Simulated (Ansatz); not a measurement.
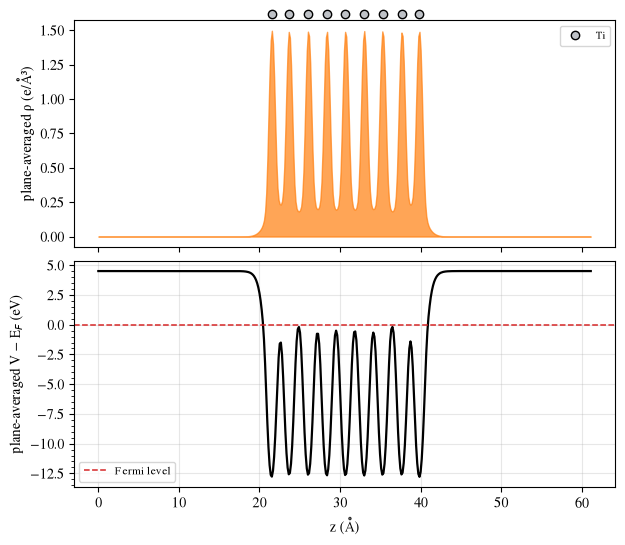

*Ti (slab). Plane average of the electrostatic potential energy of an electron and of the valence pseudo-density across the slab. Circles mark the heights of the atoms.*

Computed without spin polarisation.

Theory: DFT r2SCAN, scalar-relativistic, plane waves, PAW (Ansatz 0.2.0).

The density is the valence pseudo-density of a PAW calculation; it isn't the true density close to the nuclei.

Read off the work function of this surface.

The potential is flat in the vacuum, 4.5 eV above the Fermi level; this is the work function, the same on both faces.

How thick is the slab, and how wide the vacuum?

The outermost nuclei are 18.3 Å apart, in 9 atomic planes; the vacuum between periodic images is 43.0 Å wide.
